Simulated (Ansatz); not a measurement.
# Electron scattering at the Σ9 (221) boundary in fcc Au with Zr (substitutional), part 2 of 2

Wanted: what the Σ9 (221) boundary in fcc Au with Zr (substitutional) costs an interconnect.

Ansatz 0.2.0; Ansatz plane-wave DFT, PBE, PAW files; relaxation of a bicrystal slab with its lowest layers held; PAW set soft_1 (the session's first sound run).

So far. Step 2 (Relaxing the bicrystal): The largest force component on a free atom ends at 0.0042 eV/Å, under the tolerance of 0.03, after 13 steps.

### Step 3. Transmission across the boundary

This step: Ansatz plane-wave DFT, PBE, PAW files; ballistic transport by layer matching (Landauer), zero bias; boundary relaxed in a short slab, bulk layers laid on; PAW set soft_1 (Ansatz 0.2.0).

System of this step: Σ9 (221) boundary in fcc Au with Zr (substitutional). The cell holds 63 atoms: 62 Au and 1 Zr. Cell: a = 2.884 Å, b = 8.651 Å, c = 51.241 Å, α = 90.0°, β = 90.0°, γ = 90.0°. It derives from Au. Regions: lower grain, 26 atoms (26 Au); boundary, 17 atoms (16 Au and 1 Zr); upper grain, 20 atoms (20 Au). Vacuum lies along c.

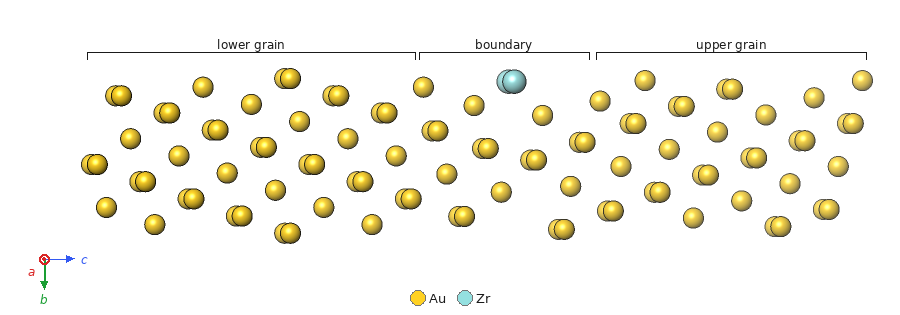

The cell of this step (gold yellow, zirconium light teal). Some periodic images of atoms are drawn too.

Input file input.yaml:

```yaml
crystal:
  lattice:
    - [2.8837582304, 0.0, 0.0]
    - [0.0, 8.6512746911, 0.0]
    - [0.0, 0.0, 51.2405116767]
  atoms:
    - { symbol: Au, position: [-17.0, -9.4444444443, 0.078063233] }
    - { symbol: Au, position: [-16.5, -9.1666666665, 0.0913282905] }
    - { symbol: Au, position: [-16.0, -8.8888888888, 0.1045933479] }
    - { symbol: Au, position: [-15.5, -8.611111111, 0.1178584054] }
    - { symbol: Au, position: [-15.0, -8.3333333332, 0.1311234629] }
    - { symbol: Au, position: [-14.5, -8.0555555554, 0.1443885204] }
    - { symbol: Au, position: [-14.0, -7.7777777777, 0.1576535779] }
    - { symbol: Au, position: [-13.5, -7.4999999999, 0.1709186354] }
    - { symbol: Au, position: [-13.0, -7.2222222221, 0.1841836929] }
    - { symbol: Au, position: [-12.5, -6.9444444443, 0.1974487504] }
    - { symbol: Au, position: [-12.0, -6.6666666666, 0.2107138079] }
    - { symbol: Au, position: [-11.5, -6.3888888888, 0.2239788654] }
    - { symbol: Au, position: [-11.0, -6.111111111, 0.2372439229] }
    - { symbol: Au, position: [-10.5, -5.8333333333, 0.2505089804] }
    - { symbol: Au, position: [-10.0, -5.5555555555, 0.2637740378] }
    - { symbol: Au, position: [-9.5, -5.2777777777, 0.2770390953] }
    - { symbol: Au, position: [-9.0, -4.9999999999, 0.2903041528] }
    - { symbol: Au, position: [-8.5, -4.7222222222, 0.3035692103] }
    - { symbol: Au, position: [-8.0, -4.4444444444, 0.3168342678] }
    - { symbol: Au, position: [-7.5, -4.1666666666, 0.3300993253] }
    - { symbol: Au, position: [-7.0, -3.8888888888, 0.3433643828] }
    - { symbol: Au, position: [-6.5, -3.6111111111, 0.3566294403] }
    - { symbol: Au, position: [-6.0, -3.3333333333, 0.3698944978] }
    - { symbol: Au, position: [-5.5, -3.0555555555, 0.3831595553] }
    - { symbol: Au, position: [-5.0, -2.7777777777, 0.3964246128] }
    - { symbol: Au, position: [-4.5, -2.5, 0.4096896703] }
    - { symbol: Au, position: [0.0, 0.7777777778, 0.4229547277] }
    - { symbol: Au, position: [0.5, 0.0555119699, 0.4395498686] }
    - { symbol: Au, position: [0.0, 0.3381751504, 0.4522790432] }
    - { symbol: Au, position: [0.5, 0.6180160229, 0.4652746654] }
    - { symbol: Au, position: [0.0, 0.8914817458, 0.4815572674] }
    - { symbol: Au, position: [0.5, 0.1745262985, 0.4952974447] }
    - { symbol: Au, position: [0.0, 0.4522494356, 0.507616239] }
    - { symbol: Au, position: [0.5, 0.7347111322, 0.5251016834] }
    - { symbol: Zr, position: [0.0, 0.0197794552, 0.5363302969] }
    - { symbol: Au, position: [0.0, 0.5271596119, 0.5606347134] }
    - { symbol: Au, position: [0.5, 0.2385021094, 0.5705505371] }
    - { symbol: Au, position: [0.0, 0.9748697505, 0.59118161] }
    - { symbol: Au, position: [0.5, 0.6967606026, 0.6013722758] }
    - { symbol: Au, position: [0.0, 0.4119947105, 0.6140409013] }
    - { symbol: Au, position: [0.5, 0.145919993, 0.6337459336] }
    - { symbol: Au, position: [0.0, 0.8562533004, 0.6450517251] }
    - { symbol: Au, position: [0.5, 0.5685513459, 0.6566356172] }
    - { symbol: Au, position: [-5.0, -2.7092264318, 0.6699006747] }
    - { symbol: Au, position: [-5.5, -2.9870042096, 0.6831657322] }
    - { symbol: Au, position: [-6.0, -3.2647819874, 0.6964307897] }
    - { symbol: Au, position: [-6.5, -3.5425597652, 0.7096958472] }
    - { symbol: Au, position: [-7.0, -3.8203375429, 0.7229609047] }
    - { symbol: Au, position: [-7.5, -4.0981153207, 0.7362259622] }
    - { symbol: Au, position: [-8.0, -4.3758930985, 0.7494910196] }
    - { symbol: Au, position: [-8.5, -4.6536708763, 0.7627560771] }
    - { symbol: Au, position: [-9.0, -4.931448654, 0.7760211346] }
    - { symbol: Au, position: [-9.5, -5.2092264318, 0.7892861921] }
    - { symbol: Au, position: [-10.0, -5.4870042096, 0.8025512496] }
    - { symbol: Au, position: [-10.5, -5.7647819874, 0.8158163071] }
    - { symbol: Au, position: [-11.0, -6.0425597651, 0.8290813646] }
    - { symbol: Au, position: [-11.5, -6.3203375429, 0.8423464221] }
    - { symbol: Au, position: [-12.0, -6.5981153207, 0.8556114796] }
    - { symbol: Au, position: [-12.5, -6.8758930984, 0.8688765371] }
    - { symbol: Au, position: [-13.0, -7.1536708762, 0.8821415946] }
    - { symbol: Au, position: [-13.5, -7.431448654, 0.8954066521] }
    - { symbol: Au, position: [-14.0, -7.7092264318, 0.9086717095] }
    - { symbol: Au, position: [-14.5, -7.9870042095, 0.921936767] }
kpoints:
  mp_grid: { grid: [9, 3, 1] }
hamiltonian:
  xc: pbe
  pseudopotentials: { kind: paw, azcp: { folder: soft_1 } }
scf:
  occupations: { method: fermi_dirac, width: 0.1 }
output:
  transmission:
    leads: [[14, 15], [51, 52]]
    kmesh: [22, 8]
    e_range: [-0.1, 0.1]
    de: 0.05
  write_potential: true
  write_density: true
  volumetric_format: npy
  elf: true
```

Launch:

```
> ansatz run input.yaml --threads 4 --pin off --max-ram 15360MiB --backend cpu --events-out ev --progress --plain --runs-dir out
```

Numbers of over 12 decimals in the logs are rounded to 6 here.

The program printed:

```text
[...]
Crystal: 63 atoms, lattice volume = 1278.358 Å³
Basis set: ecut = 420 eV, 24967 PW (Γ)
Bands: 714, of which v1, the nominal top of the filled ones, is band 595 counted from 1 (594 counted from 0)
Symmetry: 2 space group operations
[...]
k-points: 10 of 27 (time reversal used)
[...]
SCF iter   1: F=—  HF=-819575.979377 eV  |F-HF|=—  |Δ(HF+E_count)|=         —  Δρ=6.76e-2  dr2=2.19e2  ethr=3.10e-3  ⟨swp⟩=5.2  Hψ=22801  notcnv=0  defer=713
[...]
SCF iter  11: F=-819556.041328 eV  HF=-819556.041328 eV  |F-HF|=8.61e-9  |Δ(HF+E_count)|=   5.10e-8  Δρ=1.67e-6  dr2=3.83e-8  ethr=8.40e-12  ⟨swp⟩=12.9  Hψ=32360  notcnv=0
SCF 1 converged in 11 iterations: F = -819556.041328 eV  dr2 = 3.83e-8
[...]
transmission: 276 of 2760 steps passed
transmission: 552 of 2760 steps passed
[...]
transmission: 2760 of 2760 steps passed
WARN: The output density's exchange-correlation potential varies sharply where the density is thin. Do not read a vacuum level from v_tot or v_xc, or from such a field of the output density. On a cell that repeats whose density bears no net charge and no dipole along the vacuum's axis use v_es (v_loc + v_h of the components); under efield.dipole_correction with no amplitude use v_es + v_field, which holds any externa [...]
SCF converged after 11 iterations
Free energy (F): -819556.041328 eV
[...]
Internal energy: -819555.466246 eV  (E = F + TS)
E sigma→0 (E₀):  -819555.753787 eV
Entropy (-TS):   -0.575082 eV (-9.128 meV/atom)
Fermi energy:    16.471746 eV
[...]
--- Band table (eV; the first three rows and the last of 10) ---
  k-point 0: bands = [... 591 lower, 14.7042, 14.7456, 14.7605, 14.9034, 14.9183, 14.9184, 14.9702, 15.1379, ... 115 higher]
  k-point 1: bands = [... 591 lower, 14.7710, 14.8031, 14.8208, 14.8457, 14.8607, 14.9808, 15.0835, 15.1106, ... 115 higher]
  k-point 2: bands = [... 591 lower, 14.8357, 14.8917, 14.9453, 15.1310, 15.2052, 15.3768, 15.4106, 15.4652, ... 115 higher]
  k-point 9: bands = [... 591 lower, 17.3720, 17.3946, 17.4505, 17.4906, 17.5563, 17.6060, 17.6830, 17.7893, ... 115 higher]
--- Transmission ---
  basis      : 221 plane waves across, 46 finite elements along
  points     : 60, standing for a mesh of 22 x 8
  energies   : 5 from -0.100000 to 0.100000 eV about the Fermi level, 0.050000 eV apart; the leads are filled to 0.000000 eV, and channels, transmission and decay are at 0.000000 eV
  crystal 0  : Au4, at the sites [14, 15], period 2.7188 Å, over 18.35 Å; its Hamiltonian steps by up to 51.2 meV: too much for a lead, lay more layers or, if its atoms are ordered, name the step of that order
    offset         : up to 0.0000 Å between an atom of the period and one for which it stands
    channels       : 2.903409e0 a spin
    conductance    : none, the energies end too early or step too widely for 300 K: set another output.transmission.e_range or a lower de, or, where they end at an eighth of basis.ecutwfc, a higher one
[...]
channels       : 2.892045e0 a spin
[...]
junction   : crystal 0 to crystal 1, 13.18 to 38.06 Å
    transmission   : 1.402727e0 a spin
[...]
```

Run time: 23 min. Hardware: 4 threads of Arm Neoverse V2, shared host; peak memory 10 GiB; 87 min of CPU time.

Numbers from this step:

- free energy: -819556.0413 eV
- energy at zero smearing: -819555.7538 eV
- Fermi energy: 16.47 eV
- cell area: 24.95 Å²
- transmission per spin nearest the Fermi level: 1.403
- open channels per spin nearest the Fermi level: 2.903
- open channels per spin, upper lead: 2.892
- step of the lead's potential: 51.2 meV
- step of the upper lead's potential: 49.3 meV

Per spin. Transmission, zone mean against energy, zero at the Fermi level:

```csv
energy (eV),"transmission, zone mean"
-0.1000,1.36
-0.0500,1.39
0.0000,1.40
0.0500,1.40
0.1000,1.42
```

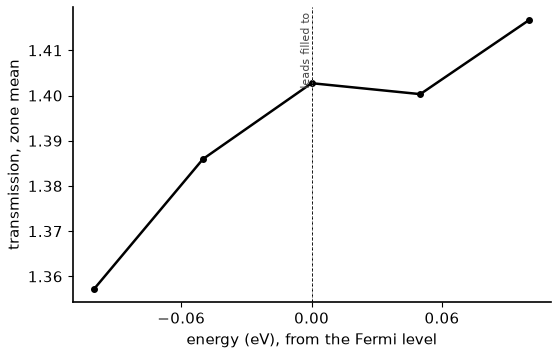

Transmission, zone mean, plotted against energy.

Per spin. The open channels, zone mean by energy, zero at the Fermi level:

```csv
energy (eV),lead,upper lead
-0.1000,2.84,2.84
-0.0500,2.84,2.86
0.0000,2.90,2.89
0.0500,2.87,2.86
0.1000,2.86,2.86
```

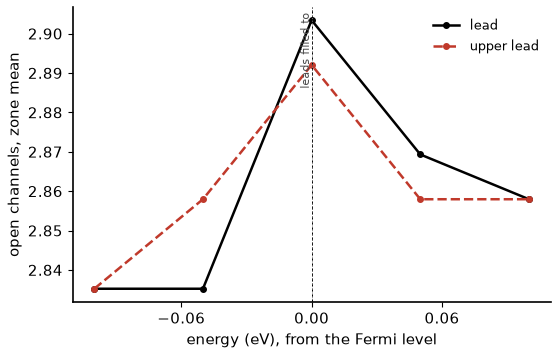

Open channels, zone mean, plotted against energy.

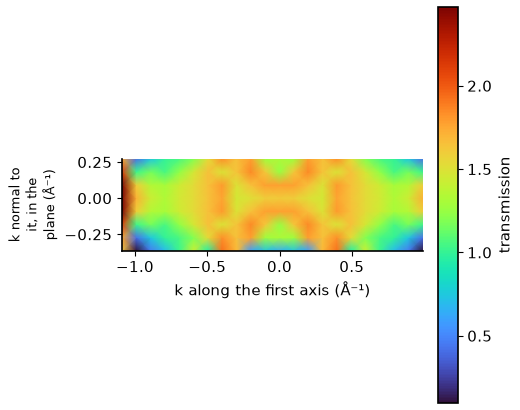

Transmission over k1 and k2. At 0.0000 eV from the Fermi level.

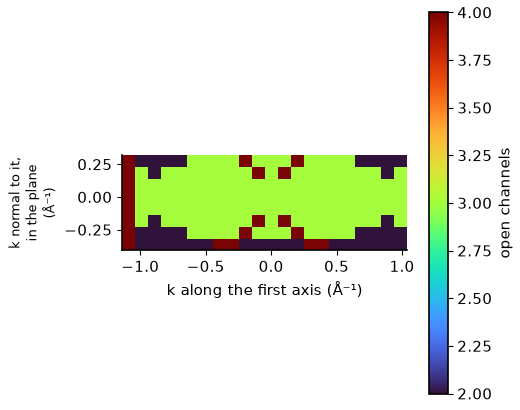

Open channels over k1 and k2. At 0.0000 eV from the Fermi level.

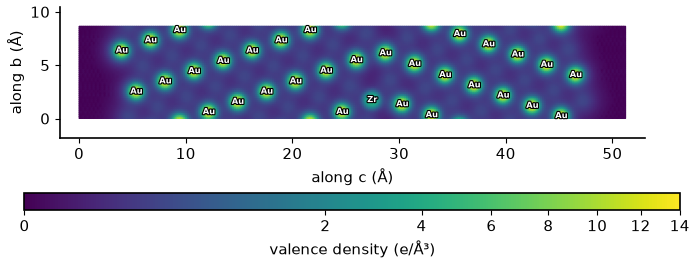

Valence density in the cb plane at fractional x = 0.000, with atoms of Au and Zr within 0.2 Å of it. It is the smooth field of the valence electrons, not physical close to the nuclei. The map starts off the cell's origin, so that atoms lie inside it. The colour scale is stretched toward low values.

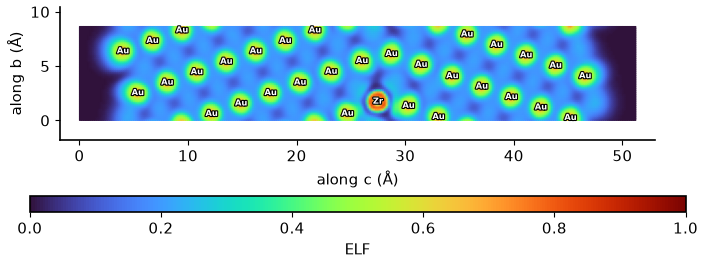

ELF in the cb plane at fractional x = 0.000, with atoms of Au and Zr within 0.2 Å of it. It is the smooth field of the valence electrons, not physical close to the nuclei. The map starts off the cell's origin, so that atoms lie inside it.

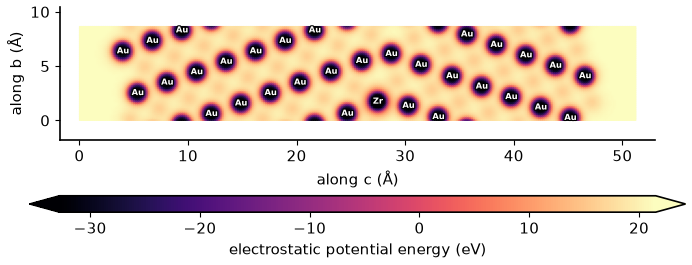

Electrostatic potential energy in the cb plane at fractional x = 0.000, with atoms of Au and Zr within 0.2 Å of it. With pseudopotentials it is smooth inside the atoms' cores, unlike the true potential. The map starts off the cell's origin, so that atoms lie inside it.

Over the solved energies the transmission per spin lies between 1.36 and 1.42, out of 2.86 channels of the lead on average (up to 2.90). The log calls the step of a lead's potential too much.

### Step 4. Specific resistance

This step: Ansatz plane-wave DFT, PBE, PAW files; ballistic transport by layer matching (Landauer), zero bias; specific resistance of the boundary; PAW set soft_1 (Ansatz 0.2.0).

Numbers from this step:

| Quantity | Value |
| --- | --- |
| area resistance | 1.186 fΩ m² |
| T over the leads' mean channel count | 0.4869 |

Averaged over the energies near the Fermi level, 48.7 % of the channels pass, which makes 1.19 fΩ m².

By hand, with T and the leads' channels N averaged over the energies near the Fermi level: RA = A (h/2e²)(1/T − ½[1/N₁ + 1/N₂]) = 24.95×10⁻²⁰ m² × 12 906 Ω × (1/1.393 − ½[1/2.860 + 1/2.860]) = 1.19 fΩ m².

### Step 5. Summary of results

```yaml
specific_resistance_of_the_boundary: 1.19 fΩ m²
share_of_channels_that_pass: 0.487
```

What this shows: The boundary has a specific resistance of 1.2 fΩ m². The boundary reflects 51 % of the channels; 1.2 fΩ m² is 12×10⁻¹² Ω·cm². That equals the resistance of 52 nm of bulk Au at 300 K (measured 2.271 µΩ cm, CRC Handbook of Chemistry and Physics, 84th ed., 2003, Electrical Resistivity of Pure Metals). One Zr in 24.9 Å² of boundary is a high coverage. In the relaxation the upper grain slid sideways by about 0.6 Å, so the result belongs to the position that it found, not to the starting one. Each plane of this narrow cell holds one atom, so the solute fills a whole plane. One starting structure was relaxed; another shift or atom count at the boundary may lie lower. Spin-orbit coupling is left out, which matters for Au. A lead's potential steps by up to 51 meV from period to period, which the log calls too much, so longer leads could move the result.

[Logs are printed without paths, hosts, clocks, repeated set-up lines and the standing remarks that a program may print on its own settings, such as how far it seeks lower states.]

[Hosts, paths, dates, database ids (printed as entryN), source tags and the programs' standing remarks are cut or masked in the printed files.]
